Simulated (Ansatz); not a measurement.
**Two runs on HfS$_{2}$**

System: HfS$_{2}$ (27 atoms in the cell).
Method of the first run: DFT PBE+D3(BJ), scalar-relativistic, plane waves, PAW, no spin polarisation (Ansatz 0.2.0).

The structure derives from a Materials Project entry. Text and figures count atoms from 1; the logs count them from 0 in places.

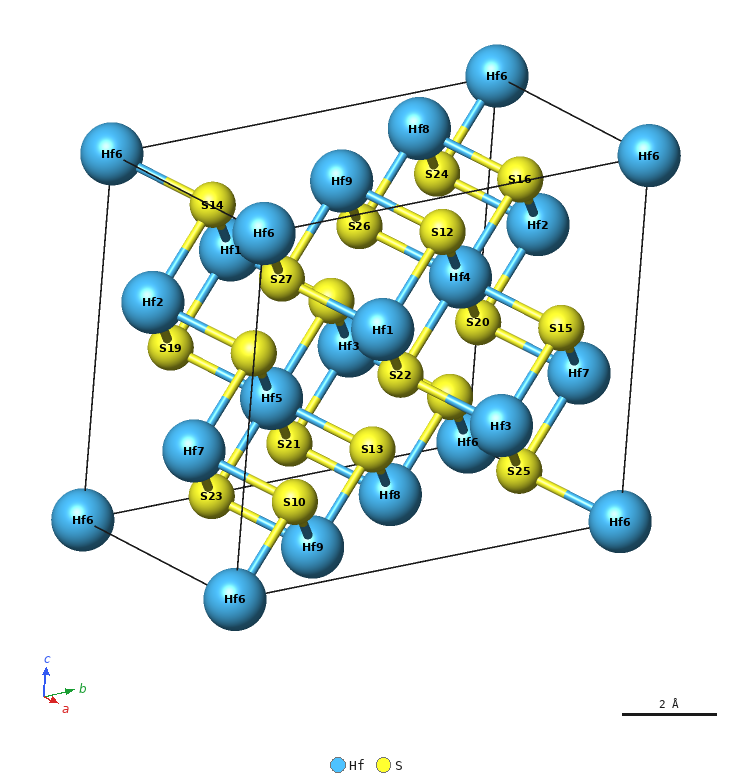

**Figure 1.** The structure as given in the input (ball-and-stick view of the cell of the calculation, seen slightly off an axis; atoms are numbered from 1 in the order of the input). An atom can appear more than once, as a periodic image. Near neighbours in the periodic cell (some may lie outside the picture): Hf has 6 S at 2.54 Å; S has 3 Hf at 2.54 Å.

### Input file, the first run
```yaml
crystal:
  lattice:
    - [0.0, 6.2455376308, -5.7703876601]
    - [5.4087942486, -3.1227688154, -5.7703876601]
    - [-5.4087942486, -3.1227688154, -5.7703876601]
  atoms:
    - { symbol: Hf, position: [0.0, 0.3333333333, 0.6666666667] }
    - { symbol: Hf, position: [0.3333333333, 0.0, 0.6666666667] }
    - { symbol: Hf, position: [0.0, 0.6666666667, 0.3333333333] }
    - { symbol: Hf, position: [0.6666666667, 0.6666666667, 0.6666666667] }
    - { symbol: Hf, position: [0.3333333333, 0.3333333333, 0.3333333333] }
    - { symbol: Hf, position: [0.0, 0.0, 1.0] }
    - { symbol: Hf, position: [0.6666666667, 0.0, 0.3333333333] }
    - { symbol: Hf, position: [0.3333333333, 0.6666666667, 1.0] }
    - { symbol: Hf, position: [0.6666666667, 0.3333333333, 1.0] }
    - { symbol: S, position: [0.8619091171, 0.1952424505, 0.1952424505] }
    - { symbol: S, position: [0.1952424505, 0.8619091171, 0.1952424505] }
    - { symbol: S, position: [0.8619091171, 0.5285757838, 0.8619091171] }
    - { symbol: S, position: [0.5285757838, 0.5285757838, 0.1952424505] }
    - { symbol: S, position: [0.1952424505, 0.1952424505, 0.8619091171] }
    - { symbol: S, position: [0.8619091171, 0.8619091171, 0.5285757838] }
    - { symbol: S, position: [0.5285757838, 0.8619091171, 0.8619091171] }
    - { symbol: S, position: [0.1952424505, 0.5285757838, 0.5285757838] }
    - { symbol: S, position: [0.5285757838, 0.1952424505, 0.5285757838] }
    - { symbol: S, position: [0.1380908829, 0.1380908829, 0.4714242162] }
    - { symbol: S, position: [0.4714242162, 0.8047575495, 0.4714242162] }
    - { symbol: S, position: [0.1380908829, 0.4714242162, 0.1380908829] }
    - { symbol: S, position: [0.8047575495, 0.4714242162, 0.4714242162] }
    - { symbol: S, position: [0.4714242162, 0.1380908829, 0.1380908829] }
    - { symbol: S, position: [0.1380908829, 0.8047575495, 0.8047575495] }
    - { symbol: S, position: [0.8047575495, 0.8047575495, 0.1380908829] }
    - { symbol: S, position: [0.4714242162, 0.4714242162, 0.8047575495] }
    - { symbol: S, position: [0.8047575495, 0.1380908829, 0.8047575495] }
basis:
  ecutwfc: 420
  xc_grid: 2
kpoints:
  mp_grid: { grid: [2, 2, 2], shift: [0.5, 0.5, 0.5] }
hamiltonian:
  xc: pbe
  dispersion: d3bj
scf:
  occupations: { method: gaussian, width: 0.01 }
output:
  forces: true
  stress: true
  eigenvalues: true
```

Launched with:
```bash
ansatz run input.yaml --threads 4 --pin off --max-ram 10240MiB --backend cpu --events-out ev --progress --plain --runs-dir out
```

Hardware: 4 threads of Arm Neoverse V1, 24 GiB of memory available, shared host.

### Output, shortened to warnings, some set-up lines, iterations and results (the first run)
```
Basis set: ecut = 420 eV, 11377 PW (Γ), exchange–correlation on 120×120×120 points (8 copies of the dense FFT grid, shifted against one another)
Symmetry: 108 space group operations
k-points: 2 of 8
Initial density: superposition of atomic densities (neutral atoms: chi_scale 0, normalization atom), corrected by the library's trained network
[...]
SCF iter   1: F=—  HF=-157780.379159 eV  |F-HF|=—  |Δ(HF+E_count)|=         —  Δρ=1.42e-3  dr2=6.12e-3  ethr=1.77e-3  ⟨swp⟩=6.0  Hψ=1351  notcnv=0  defer=36
SCF iter   2: F=—  HF=-157780.375383 eV  |F-HF|=—  |Δ(HF+E_count)|=   3.78e-3  Δρ=8.32e-4  dr2=1.99e-3  ethr=1.79e-6  ⟨swp⟩=2.5  Hψ=836  notcnv=0  defer=53
SCF iter   3: F=—  HF=-157780.378249 eV  |F-HF|=—  |Δ(HF+E_count)|=   2.87e-3  Δρ=1.21e-4  dr2=2.36e-4  ethr=5.83e-7  ⟨swp⟩=2.0  Hψ=644  notcnv=0  defer=37
SCF iter   4: F=—  HF=-157780.378278 eV  |F-HF|=—  |Δ(HF+E_count)|=   2.94e-5  Δρ=5.80e-5  dr2=3.38e-5  ethr=6.89e-8  ⟨swp⟩=2.0  Hψ=467  notcnv=0  defer=37
SCF iter   5: F=—  HF=-157780.377565 eV  |F-HF|=—  |Δ(HF+E_count)|=   7.13e-4  Δρ=2.03e-5  dr2=3.51e-6  ethr=9.90e-9  ⟨swp⟩=2.0  Hψ=629  notcnv=0  defer=37
SCF iter   6: F=—  HF=-157780.377567 eV  |F-HF|=—  |Δ(HF+E_count)|=   2.02e-6  Δρ=1.04e-5  dr2=8.30e-7  ethr=1.03e-9  ⟨swp⟩=2.0  Hψ=701  notcnv=0  defer=37
SCF iter   7: F=—  HF=-157780.377567 eV  |F-HF|=—  |Δ(HF+E_count)|=   2.14e-7  Δρ=4.24e-6  dr2=1.63e-7  ethr=2.43e-10  ⟨swp⟩=2.0  Hψ=681  notcnv=0  defer=37
SCF iter   8: F=-157780.377567 eV  HF=-157780.377567 eV  |F-HF|=2.64e-8  |Δ(HF+E_count)|=   2.88e-7  Δρ=1.26e-6  dr2=1.53e-8  ethr=2.92e-11  ⟨swp⟩=9.0  Hψ=1621  notcnv=0
SCF 1 converged in 8 iterations: F = -157780.377567 eV  dr2 = 1.53e-8
SCF converged after 8 iterations
Free energy (F): -157780.377567 eV
Harris-Foulkes:  -157780.377567 eV  (|F-HF|=2.64e-8)
Internal energy: -157780.377567 eV  (E = F + TS)
E sigma→0 (E₀):  -157780.377567 eV
Fermi energy:    10.053943 eV
--- Per-component energies (eV) ---
  E_band       = -1717.466353
  E_kinetic    = 5716.589663
  E_local      = -72142.677213  (includes V_loc(G=0)·N_el)
  E_nonlocal   = -10680.997259
  E_hartree    = 33313.074011
  E_xc         = -4449.866809
  E_vxc        = -3971.246285  (∫ρ·V_xc dr)
  E_paw        = -73147.599278  (= ΣΔE_a)
  E_vpaw       = 12734.714901  (= ΣTr[D̂ρ^β])
  E_aug_tail   = 0.000017  (compensation charges beyond the density's cutoff)
  E_ewald      = -36379.701426
  E_disp       = -9.199273  (pairwise vdW)
  E_smearing   = -0.000000  (= −TS)
  E_closure    = 0.000000  (closes the sum)
  Σ components = -157780.377567   (vs F -157780.377567, Δ=0.00e0)
--- Forces (eV/Å), atoms counted from 1 ---
  atom   1  Hf     0.00000000     0.00000000     0.00000000
  atom   2  Hf     0.00000000    -0.00000000    -0.00000000
  atom   3  Hf     0.00000000    -0.00000000    -0.00000000
  atom   4  Hf     0.00000000    -0.00000000    -0.00000000
  atom   5  Hf    -0.00000000    -0.00000000     0.00000000
  atom   6  Hf     0.00000000     0.00000000    -0.00000000
  atom   7  Hf     0.00000000     0.00000000    -0.00000000
  atom   8  Hf     0.00000000     0.00000000    -0.00000000
  atom   9  Hf     0.00000000     0.00000000     0.00000000
  atom  10  S      0.00000000     0.00000000     0.00615658
  atom  11  S      0.00000000     0.00000000     0.00615658
  atom  12  S      0.00000000    -0.00000000     0.00615658
  atom  13  S      0.00000000    -0.00000000     0.00615658
  atom  14  S      0.00000000     0.00000000     0.00615658
  atom  15  S      0.00000000    -0.00000000     0.00615658
  atom  16  S      0.00000000    -0.00000000     0.00615658
  atom  17  S      0.00000000     0.00000000     0.00615658
  atom  18  S      0.00000000    -0.00000000     0.00615658
  atom  19  S     -0.00000000     0.00000000    -0.00615658
  atom  20  S     -0.00000000    -0.00000000    -0.00615658
  atom  21  S     -0.00000000     0.00000000    -0.00615658
  atom  22  S     -0.00000000    -0.00000000    -0.00615658
  atom  23  S     -0.00000000     0.00000000    -0.00615658
  atom  24  S     -0.00000000     0.00000000    -0.00615658
  atom  25  S      0.00000000     0.00000000    -0.00615658
  atom  26  S     -0.00000000     0.00000000    -0.00615658
  atom  27  S     -0.00000000     0.00000000    -0.00615658
  max |Σ_I F_I| component: 8.99e-18 eV/Å
--- Stress (GPa, compression-positive) ---
        0.155448      -0.000000       0.000000
        0.000000       0.155448       0.000000
[...]
```

For the second run the input was changed thus:
```diff
+  n_extra_bands: 4
+magnetization:
+  spin_polarized: true
```

What does this change do to the results?

The energy is the same within 0.01 meV per atom. With spin allowed, the absolute moment of the cell comes to 0.00 μB. No starting moments were typed, and other magnetic orders weren't tried. The SCF takes 14 iterations against 8. On the same kind of shared host the second run took about 2 times as long. The two runs start from different initial densities, which also moves the count.

### Output, shortened to warnings, some set-up lines, iterations and results (the second run)
```
Basis set: ecut = 420 eV, 11377 PW (Γ), exchange–correlation on 120×120×120 points (8 copies of the dense FFT grid, shifted against one another)
Symmetry: 108 space group operations
k-points: 2 of 8
Initial density: superposition of atomic densities (chi_scale 0.1, normalization cell, long waves kept (reshape's long-wave potential 0.07 eV rms))
[...]
SCF iter   1: F=—  HF=-157795.192314 eV  |F-HF|=—  |Δ(HF+E_count)|=         —  Δρ=3.08e-2 (↑3.08e-2 ↓3.08e-2)  dr2=7.14e1  dr2_m=0.00e0  M=0.000 μB ∫|m|=0.000 μB  β_m=0.30  …
SCF iter   2: F=—  HF=-157785.569781 eV  |F-HF|=—  |Δ(HF+E_count)|=    9.62e0  Δρ=1.82e-2 (↑1.82e-2 ↓1.82e-2)  dr2=2.28e1  dr2_m=0.00e0  M=0.000 μB ∫|m|=0.000 μB  β_m=0.46  …
SCF iter   3: F=—  HF=-157780.821133 eV  |F-HF|=—  |Δ(HF+E_count)|=    4.75e0  Δρ=6.84e-3 (↑6.84e-3 ↓6.84e-3)  dr2=2.17e0  dr2_m=0.00e0  M=0.000 μB ∫|m|=0.000 μB  β_m=0.48  …
SCF iter   4: F=—  HF=-157772.043090 eV  |F-HF|=—  |Δ(HF+E_count)|=    8.78e0  Δρ=1.16e-2 (↑1.16e-2 ↓1.04e-2)  dr2=2.06e0  dr2_m=4.79e-1  M=8.000 μB ∫|m|=8.004 μB  …
SCF iter   5: F=—  HF=-157779.824637 eV  |F-HF|=—  |Δ(HF+E_count)|=         —  Δρ=1.08e-2 (↑8.83e-3 ↓1.08e-2)  dr2=3.82e-1  dr2_m=4.59e-1  M=0.000 μB ∫|m|=0.517 μB  β_m=0.48  …
[... 5 lines ...]
SCF iter  11: F=—  HF=-157780.377898 eV  |F-HF|=—  |Δ(HF+E_count)|=   2.12e-4  Δρ=3.18e-5 (↑3.18e-5 ↓3.18e-5)  dr2=2.28e-5  dr2_m=0.00e0  M=0.000 μB ∫|m|=0.000 μB  β_m=0.82  …
SCF iter  12: F=—  HF=-157780.377561 eV  |F-HF|=—  |Δ(HF+E_count)|=   3.37e-4  Δρ=9.43e-6 (↑9.43e-6 ↓9.43e-6)  dr2=2.68e-6  dr2_m=0.00e0  M=0.000 μB ∫|m|=0.000 μB  β_m=0.91  …
SCF iter  13: F=—  HF=-157780.377567 eV  |F-HF|=—  |Δ(HF+E_count)|=   6.19e-6  Δρ=2.15e-6 (↑2.15e-6 ↓2.15e-6)  dr2=1.73e-7  dr2_m=0.00e0  M=0.000 μB ∫|m|=0.000 μB  β_m=0.96  …
SCF iter  14: F=-157780.377567 eV  HF=-157780.377567 eV  |F-HF|=3.81e-9  |Δ(HF+E_count)|=   3.89e-7  Δρ=9.11e-7 (↑9.11e-7 ↓9.11e-7)  dr2=2.36e-8  dr2_m=0.00e0  M=0.000 μB …
SCF 1 converged in 14 iterations: F = -157780.377567 eV  dr2 = 2.36e-8
SCF converged after 14 iterations
Magnetization: 0.0000 μB (171.0000 up, 171.0000 down)
Absolute magnetization: 0.0000 μB (∫|ρ↑−ρ↓|)
Spin contamination: 0.0000 ħ² per cell (⟨S²⟩ above its minimum at these occupations)
Per-site moments (μB) at R_I (Å): [(0.0, 1.0480435979412144), (0.0, 1.0480435979412142), (0.0, 1.0480435979412144), (0.0, 1.048043597941214), (0.0, 1.0480435979412144), (0.0, 1.0480435979412144), (0.0, 1.0480435979412142), (0.0, 1.0480435979412142), (0.0, 1.0480435979412142), (0.0, …
Free energy (F): -157780.377567 eV
Harris-Foulkes:  -157780.377567 eV  (|F-HF|=3.81e-9)
Internal energy: -157780.377567 eV  (E = F + TS)
E sigma→0 (E₀):  -157780.377567 eV
Fermi energy:    10.053935 eV
--- Per-component energies (eV) ---
  E_band       = -1717.449695
  E_kinetic    = 5716.589938
  E_local      = -72142.659510  (includes V_loc(G=0)·N_el)
  E_nonlocal   = -10680.975904
  E_hartree    = 33313.057009
  E_xc         = -4449.866906
  E_vxc        = -3971.246476  (∫ρ·V_xc dr)
  E_paw        = -73147.621512  (= ΣΔE_a)
  E_vpaw       = 12734.725056  (= ΣTr[D̂ρ^β])
  E_aug_tail   = 0.000017  (compensation charges beyond the density's cutoff)
  E_ewald      = -36379.701426
  E_disp       = -9.199273  (pairwise vdW)
  E_smearing   = -0.000000  (= −TS)
  E_closure    = 0.000000  (closes the sum)
  Σ components = -157780.377567   (vs F -157780.377567, Δ=0.00e0)
--- Forces (eV/Å), atoms counted from 1 ---
  atom   1  Hf    -0.00000000    -0.00000000    -0.00000000
  atom   2  Hf     0.00000000     0.00000000    -0.00000000
  atom   3  Hf    -0.00000000     0.00000000     0.00000000
  atom   4  Hf     0.00000000     0.00000000     0.00000000
  atom   5  Hf     0.00000000    -0.00000000     0.00000000
  atom   6  Hf    -0.00000000     0.00000000     0.00000000
  atom   7  Hf     0.00000000     0.00000000     0.00000000
  atom   8  Hf     0.00000000    -0.00000000     0.00000000
  atom   9  Hf     0.00000000    -0.00000000    -0.00000000
  atom  10  S      0.00000000    -0.00000000     0.00615375
  atom  11  S      0.00000000    -0.00000000     0.00615375
  atom  12  S     -0.00000000    -0.00000000     0.00615375
  atom  13  S      0.00000000    -0.00000000     0.00615375
  atom  14  S      0.00000000     0.00000000     0.00615375
[...]
```

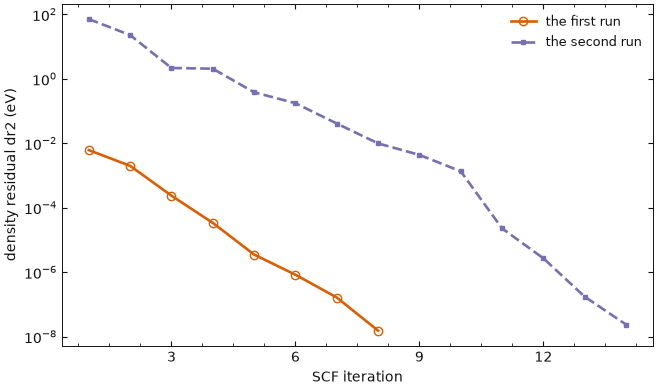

**Figure 2.** Convergence of the two runs: density residual dr2 against the SCF iteration. The first run takes 8 iterations in all, and the second run takes 14.

### The two runs side by side

| quantity | the first run | the second run |
| --- | --- | --- |
| outcome | converged | converged |
| free energy per atom (eV) | −5843.7177 | −5843.7177 |
| gap on the mesh (eV) | 1.13 | 1.13 |
| pressure (GPa) | 0.07 | 0.07 |
| largest force (eV/Å) | 0.006 | 0.006 |
| SCF iterations | 8 | 14 |
| irreducible k-points | 2 | 2 |
| plane waves at Γ | 11377 | 11377 |
| net moment of the cell (μB) | – | 0.00 |
| absolute moment of the cell (μB) | – | 0.00 |
| wall time (shared host) | 5.4 s | 11 s |

For both runs: Spin–orbit coupling is left out, which matters for Hf. For the second run: These settings are looser than, or depart from, a standard set-up, so the numbers are not reference values for this system. Warnings: spin is on but no starting moments are given. So coarse a mesh can miss the band edges, so the true gap of this method can be much smaller, or zero.
